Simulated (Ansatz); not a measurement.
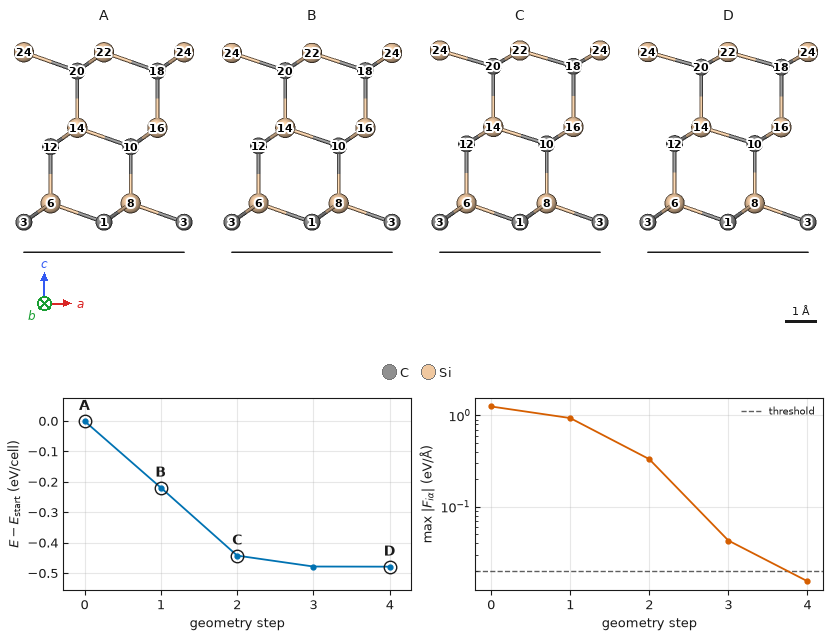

Frames of a constrained relaxation of a slab of composition SiC (cut from the F-43m phase), marked on the history of the run. The picture is a ball-and-stick view of the cell of the calculation, outlined in the plane, without the vacuum, seen along the b axis.

Case: lower part held, upper part relaxed from the bulk's places. The slab is the (1 1 1) face of SiC. 8 atoms are held fixed.

The calculation used Ansatz, DFT r2SCAN, scalar-relativistic, plane waves, PAW.

The input:
```yaml
crystal:
  lattice:
    - [6.1607243521, 0.0, 0.0]
    - [-3.0803621761, 5.3353437946, 0.0]
    - [0.0, 0.0, 20.6589866657]
  atoms:
    - { symbol: C, position: [0.5, 0.0, 0.3630381355] }
    - { symbol: C, position: [0.5, 0.5, 0.3630381355] }
    - { symbol: C, position: [0.0, 0.0, 0.3630381355] }
    - { symbol: C, position: [0.0, 0.5, 0.3630381355] }
    - { symbol: Si, position: [0.1666666667, 0.8333333333, 0.3934741054] }
    - { symbol: Si, position: [0.1666666667, 0.3333333333, 0.3934741054] }
    - { symbol: Si, position: [0.6666666667, 0.8333333333, 0.3934741054] }
    - { symbol: Si, position: [0.6666666667, 0.3333333333, 0.3934741054] }
    - { symbol: C, position: [0.6666666667, 0.8333333333, 0.4847820151] }
    - { symbol: C, position: [0.6666666667, 0.3333333333, 0.4847820151] }
    - { symbol: C, position: [0.1666666667, 0.8333333333, 0.4847820151] }
    - { symbol: C, position: [0.1666666667, 0.3333333333, 0.4847820151] }
    - { symbol: Si, position: [0.3333333333, 0.6666666667, 0.5152179849] }
    - { symbol: Si, position: [0.3333333333, 0.1666666667, 0.5152179849] }
    - { symbol: Si, position: [0.8333333333, 0.6666666667, 0.5152179849] }
    - { symbol: Si, position: [0.8333333333, 0.1666666667, 0.5152179849] }
    - { symbol: C, position: [0.8333333333, 0.6666666667, 0.6065258946] }
    - { symbol: C, position: [0.8333333333, 0.1666666667, 0.6065258946] }
    - { symbol: C, position: [0.3333333333, 0.6666666667, 0.6065258946] }
    - { symbol: C, position: [0.3333333333, 0.1666666667, 0.6065258946] }
    - { symbol: Si, position: [0.5, 0.5, 0.6369618645] }
    - { symbol: Si, position: [0.5, 0.0, 0.6369618645] }
    - { symbol: Si, position: [0.0, 0.5, 0.6369618645] }
    - { symbol: Si, position: [0.0, 0.0, 0.6369618645] }
basis:
  ecutwfc: 500
kpoints:
  mp_grid: { grid: [5, 5, 1] }
hamiltonian:
  xc: r2scan
scf:
  occupations: { method: gaussian, width: 0.05 }
output:
  forces: true
  eigenvalues: true
  write_density: true
  write_potential: true
  elf: true
  volumetric_format: npy
relax:
  adjacent_minimum: "off"
  f_tol: 0.02
  max_steps: 90
  constraints: [{ sites: [0, 1, 2, 3, 4, 5, 6, 7] }]
efield:
  axis: 3
  dipole_correction: true
  ramp_width: 0.04
```

Run as
```bash
ansatz run input.yaml --threads 4 --pin off --max-ram 10240MiB --backend cpu --events-out ev --progress --plain --runs-dir out
```

Q: What happens along the run?

A: The energy falls by 0.479 eV per cell of the calculation in 4 geometry steps. Largest force component: 1.3 eV/Å at the start, 0.015 eV/Å at the end. The largest moves, 0.13 Å, are those of C17, C18, C19 and C20. C18 goes along the normal (+c). By element the largest moves are C 0.13 Å, Si 0.02 Å. The cell doesn't change. Among the contacts that change: Si13–C19 1.886 → 1.998 Å, Si5–C11 1.886 → 1.988 Å, C17–Si21 1.886 → 1.848 Å, C10–Si14 1.886 → 1.861 Å. Among the angles between lasting bonds that change: Si16–C18–Si22 109.5° → 105.8°, Si22–C18–Si23 109.5° → 112.9°, C17–Si23–C18 109.5° → 112.9°. From step 0 to 1: C atoms move most (0.02 Å), energy −0.219 eV per cell of the calculation. From step 1 to 2: C atoms move most (0.15 Å), energy −0.223 eV per cell of the calculation. From step 2 to 4: Si atoms move most (0.05 Å), energy −36.4 meV per cell of the calculation.

```json
{"step": "0", "E − E(0), meV/atom": "0.00", "largest force component, eV/Å": "1.2542"}
{"step": "1", "E − E(0), meV/atom": "-9.13", "largest force component, eV/Å": "0.9369"}
{"step": "2", "E − E(0), meV/atom": "-18.42", "largest force component, eV/Å": "0.3325"}
{"step": "3", "E − E(0), meV/atom": "-19.92", "largest force component, eV/Å": "0.0427"}
{"step": "4", "E − E(0), meV/atom": "-19.94", "largest force component, eV/Å": "0.0153"}
```
